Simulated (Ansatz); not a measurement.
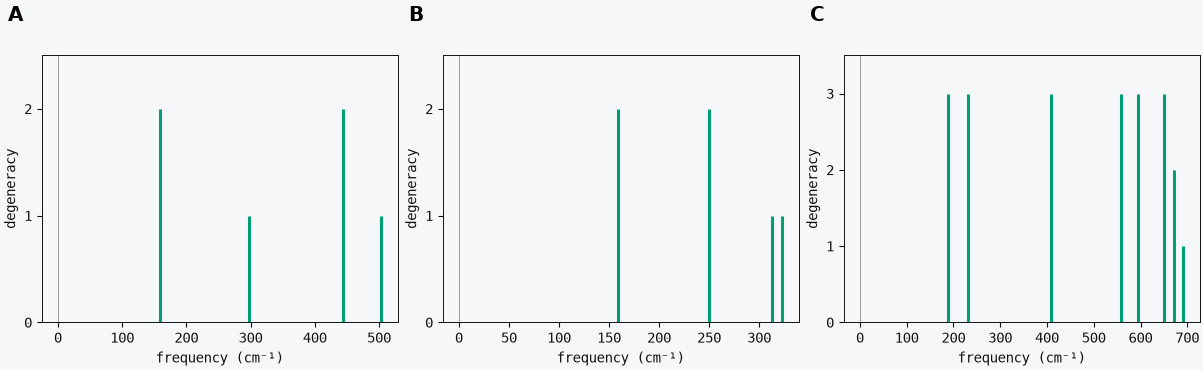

Each panel shows the zone-centre optical phonon frequencies (the three acoustic modes are left out) for one of these solids: AlGa₃N₄, P-43m (No. 215), 11.1 Å³/atom; Ti₂O, P-3m1 (No. 164), 11.9 Å³/atom; ZrS₂, P-3m1 (No. 164), 22.4 Å³/atom.

How it was computed, with Ansatz 0.2.0: harmonic phonon frequencies at the zone centre with atoms at rest in the given cell, without the long-range term of polar modes, the three translations left out, imaginary frequencies are negative; plane waves with PAW datasets, Γ-centred k mesh. Level: PBEsol, no spin polarisation.

Match the panels to the solids.

Answer. A is Ti₂O (modes from 159.4 to 503.6 cm⁻¹); B is ZrS₂ (modes from 159.2 to 323.2 cm⁻¹); C is AlGa₃N₄ (modes from 188.5 to 691.6 cm⁻¹).

For AlGa₃N₄, limits of the calculation: field response not converged on the k mesh.

For Ti₂O, limits of the calculation: metal sensitive to the k mesh; no spin polarisation, a magnetic state may lie lower.
